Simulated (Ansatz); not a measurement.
# Convergence study of IrO2, part 2 of 2

Which SCF settings change the result for IrO2, and which only the effort? The default run comes first. System: IrO2, its deposited structure (space group P4_2/mnm); the cell holds 6 atoms. Source: COD entry 1548817, which need not be the ambient phase.

Ansatz 0.2.0; DFT LDA+U, PAW, plane waves, scalar-relativistic; U − J = 2.9 eV on Ir d.

## Step 8: Direct minimisation

A COD entry behind a cell of this session may itself be a prediction, so a difference from it is no test against experiment.

input.yaml

```yaml
crystal:
  lattice:
    - [4.5051, 0.0, 0.0]
    - [0.0, 4.5051, 0.0]
    - [0.0, 0.0, 3.1586]
  atoms:
    - { symbol: Ir, position: [0.0, 0.0, 0.0], spin: 1.0 }
    - { symbol: Ir, position: [0.5, 0.5, 0.5], spin: 1.0 }
    - { symbol: O, position: [0.3077, 0.3077, 0.0] }
    - { symbol: O, position: [0.1923, 0.8077, 0.5] }
    - { symbol: O, position: [0.6923, 0.6923, 0.0] }
    - { symbol: O, position: [0.8077, 0.1923, 0.5] }
magnetization:
  spin_polarized: true
hamiltonian:
  xc: lda
  pseudopotentials: { kind: paw }
  hubbard: { sites: [{ species: Ir, l: d, u_eff: 2.9 }] }
basis:
  ecutwfc: 420
kpoints:
  mp_grid: { grid: [4, 4, 6] }
scf:
  occupations: { method: fermi_dirac, width: 0.1 }
  lower_state_search: "off"
  algorithm: direct_min
  max_iter: 150
output:
  forces: true
  stress: true
```

On the command line:

```
ansatz run input.yaml --threads 2 --pin off --max-ram 5120MiB --backend cpu --events-out ev --progress --plain --runs-dir out
```

The log of the run (excerpt; [...] marks lines left out):

```text
[... 9 lines as in an earlier run ...]
davidson cushion auto → off  (block headroom 6 ≥ Hubbard manifold empty extent 3; pin scf.eigensolver.cushion to override)
[... 15 lines as in an earlier run ...]
Starting moments: Σ|m| = 2 μB on 2 of 6 sites
[... 2 lines as in an earlier run ...]
[...]
SCF iter   1: F=—  HF=-25537.595680 eV  |F-HF|=—  |Δ(HF+E_count)|=         —  Δρ=6.69e-2 (↑4.70e-2 ↓6.69e-2)  dr2=3.12e0  dr2_m=5.38e-1  M=0.810 μB ∫|m|=0.943 μB  β_m=0.30  ethr=5.31e-3  ⟨swp⟩=3.2  Hψ=8224  notcnv=0
[...]
[... 1 line as in an earlier run ...]
[...]
spin-set hold released at iteration 8 (site moments contracting): the magnetisation degrees of freedom join the quasi-Newton model from the next iteration; the mixer history was flushed
[...]
SCF iter  15: F=-25538.722447 eV  HF=-25538.722447 eV  |F-HF|=3.64e-12  |Δ(HF+E_count)|=  1.09e-11  Δρ=4.83e-8 (↑4.83e-8 ↓4.81e-8)  dr2=3.20e-12  dr2_m=5.86e-14  M=0.000 μB ∫|m|=0.000 μB  ethr=1.18e-12 (applied; sched 1.00e-12)  ⟨swp⟩=2.0  Hψ=3165  notcnv=0
[...]
WARN: the starting moments were not kept: the SCF closed with an absolute magnetisation of 5.0e-7 μB, where they sum to 2 μB in size (2 sites). That is at most 0.1 of that sum. Measured as dr2_m measures the in/out step, that magnetisation stands 3.8e-14 eV from none, at or under the [...]
[... 1 line as in an earlier run ...]
[...]
this state was not tested for a lower state beside it, because a direct minimisation reached the state, and no test of it is asked (direct_minimisation; see scf.lower_state_search)
SCF converged after 15 iterations
Magnetization: 0.0000 μB (29.0000 up, 29.0000 down)
Absolute magnetization: 0.0000 μB (∫|ρ↑−ρ↓|, with the PAW one-centre terms)
Spin contamination: 0.0000 ħ² per cell (⟨S²⟩ above its minimum at these occupations)
Per-site moments (μB) at R_I (Å): [(8.139749465020105e-8, 0.808669162973484), (8.139749471183737e-8, 0.808669162973484), (7.245383526791707e-9, 0.808669162973484), (7.245383630949036e-9, 0.808669162973484), (7.24538358179902e-9, 0.808669162973484), (7.245383673803125e-9, 0.808669162973484)]
Free energy (F): -25538.722447 eV
[...]
E sigma→0 (E₀):  -25538.674324 eV
Entropy (-TS):   -0.096246 eV (-16.041 meV/atom)
Fermi energy:    13.593782 eV
[... 36 lines left out: energy terms, forces, stress, bands ...]
Occupation matrices written to <dir>
```

Run time: 19 s. Hardware: 2 threads of Arm Neoverse V2, shared host; peak memory 0.55 GiB.

It takes 15 iterations (default 17). Against the default run: the same free energy.

## Step 9: Cutoff 250 eV

input.yaml: that of step 8 with these lines changed.

```diff
@@ -19,3 +19,3 @@
 basis:
-  ecutwfc: 420
+  ecutwfc: 250
 kpoints:
@@ -25,4 +25,3 @@
   lower_state_search: "off"
-  algorithm: direct_min
-  max_iter: 150
+  max_iter: 80
 output:
```

On the command line:

```
ansatz run input.yaml --threads 2 --pin off --max-ram 5120MiB --backend cpu --events-out ev --progress --plain --runs-dir out
```

The log of the run (excerpt; [...] marks lines left out):

```text
Warning: basis.ecutwfc = 250 eV is below the records' recommended 420 eV, and the density's cutoff is lower with it unless basis.ecutrho_ratio is high enough to keep the records' density cutoff: compare with a run at a higher cutoff
[... 10 lines as in an earlier run ...]
Basis set: ecut = 250 eV, 557 PW (Γ)
[... 13 lines as in an earlier run ...]
Starting moments: Σ|m| = 2 μB on 2 of 6 sites
[... 2 lines as in an earlier run ...]
SCF iter   1: F=—  HF=-25527.341923 eV  |F-HF|=—  |Δ(HF+E_count)|=         —  Δρ=7.61e-2 (↑6.44e-2 ↓7.61e-2)  dr2=4.55e0  dr2_m=5.64e-1  M=0.746 μB ∫|m|=0.885 μB  β_m=0.30  ethr=3.10e-3  ⟨swp⟩=5.7  Hψ=5997  notcnv=0  defer=1
[...]
[... 1 line as in an earlier run ...]
[...]
spin-set hold released at iteration 8 (site moments contracting): the magnetisation degrees of freedom join the quasi-Newton model from the next iteration; the mixer history was flushed
[...]
SCF iter  16: F=-25527.981712 eV  HF=-25527.981712 eV  |F-HF|=5.86e-10  |Δ(HF+E_count)|=   1.04e-9  Δρ=8.68e-7 (↑8.68e-7 ↓8.25e-7)  dr2=2.92e-9  dr2_m=3.40e-11  M=-0.000 μB ∫|m|=0.000 μB  ethr=2.95e-11  ⟨swp⟩=1.3  Hψ=4142  notcnv=0
[...]
WARN: the starting moments were not kept: the SCF closed with an absolute magnetisation of 8.2e-6 μB, where they sum to 2 μB in size (2 sites). That is at most 0.1 of that sum. Measured as dr2_m measures the in/out step, that magnetisation stands 1.2e-11 eV from none, at or under the [...]
SCF converged after 16 iterations
Magnetization: -0.0000 μB (29.0000 up, 29.0000 down)
Absolute magnetization: 0.0000 μB (∫|ρ↑−ρ↓|, with the PAW one-centre terms)
Spin contamination: 0.0000 ħ² per cell (⟨S²⟩ above its minimum at these occupations)
Per-site moments (μB) at R_I (Å): [(-3.7739360364395295e-7, 0.808669162973484), (-3.773936037238284e-7, 0.808669162973484), (-7.923438320333341e-7, 0.808669162973484), (-7.923438320366247e-7, 0.808669162973484), (-7.923438320755522e-7, 0.808669162973484), (-7.923438320389408e-7, 0.808669162973484)]
Free energy (F): -25527.981712 eV
[...]
E sigma→0 (E₀):  -25527.935235 eV
Entropy (-TS):   -0.092954 eV (-15.492 meV/atom)
Fermi energy:    13.596768 eV
[...]
--- Forces (eV/Å), atoms counted from 1 ---
  atom   1  Ir     0.00000000    -0.00000000     0.00000000
  atom   2  Ir     0.00000000     0.00000000     0.00000000
  atom   3  O      0.15048049     0.15048049     0.00000000
  atom   4  O     -0.15048049     0.15048049     0.00000000
  atom   5  O     -0.15048049    -0.15048049     0.00000000
  atom   6  O      0.15048049    -0.15048049     0.00000000
[...]
--- Stress (GPa, compression-positive) ---
      -12.304139       0.000000       0.000000
        0.000000     -12.304139       0.000000
        0.000000       0.000000     -19.351347
  P = ⅓ Tr σ = -14.6532 GPa (-146.532 kbar)
Occupation matrices written to <dir>
```

Wall time 2.8 s (2 threads of Arm Neoverse V2, shared host); peak memory 0.33 GiB.

16 iterations against 17; free energy shifted by +1790 meV/atom, so these numbers say nothing of the material, forces change by up to 0.068 eV/Å, pressure -14.7 GPa against -10.2.

The setting is a deliberately weak one: read the shift, not the values.

## Step 10: Comparison

```tsv
step	settings	iterations	time	against the default run
2	default SCF settings	17	6.5 s	reference
3	2 bands beyond the filled ones	17	5.2 s	the same free energy
4	k-point mesh 2x2x3	16	1.8 s	free energy shifted by +20.4 meV/atom, forces change by up to 0.187 eV/Å, pressure -9.9 GPa against -10.2
5	Broyden, β 0.7, history 2, no preconditioner	41	13 s	the same free energy
6	Broyden, β 1.0, history 2, no preconditioner	37	12 s	the same free energy
7	cold smearing, width 0.15 eV	18	5.5 s	free energy shifted by +8.7 meV/atom, zero-width estimate shifted by +0.8 meV/atom, forces change by up to 0.022 eV/Å, pressure -10.4 GPa against -10.2
8	direct minimisation	15	19 s	the same free energy
9	cutoff 250 eV	16	2.8 s	free energy shifted by +1790 meV/atom, so these numbers say nothing of the material, forces change by up to 0.068 eV/Å, pressure -14.7 GPa against -10.2
```

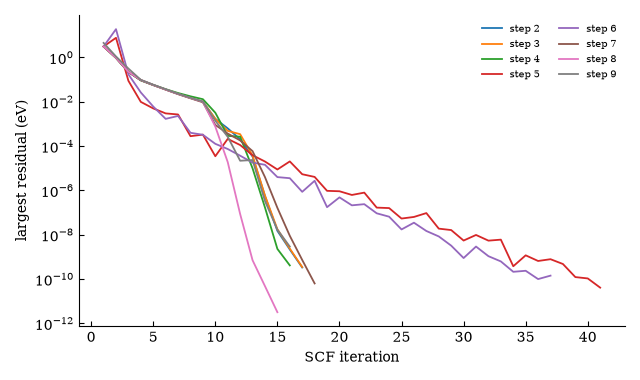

Residual along the iterations.

## Step 11: Summary of results

This closing draws on all 2 parts.

| quantity | value |
| --- | --- |
| default run | 17 iterations, non-magnetic, no gap on the k-mesh |
| fewest iterations to that state among the runs shown (an iteration of direct minimisation costs more) | 15 (direct minimisation) |
| most iterations to it | 41 (Broyden, β 0.7, history 2, no preconditioner) |
| runs that end in another state, among changes of path alone | 0 |
| largest shift of the free energy by occupations, cutoff, mesh or field | +1790 meV/atom (cutoff 250 eV) |

What this shows: 5 runs solve the same problem and reach the default's state, in 15 to 41 iterations: there the settings change the path, not the answer. Occupations, cutoff, mesh and fields change the problem that is solved, not just the path; the largest shift here is that of “cutoff 250 eV”. Other settings tried on this cell gave no result: misspelt key scf.maxiter (input refused); 0 bands beyond the filled ones (input refused). Counts include iterations that the program adds to test a close, so a difference of one or two ranks nothing. The starting density is a sum of atomic densities.
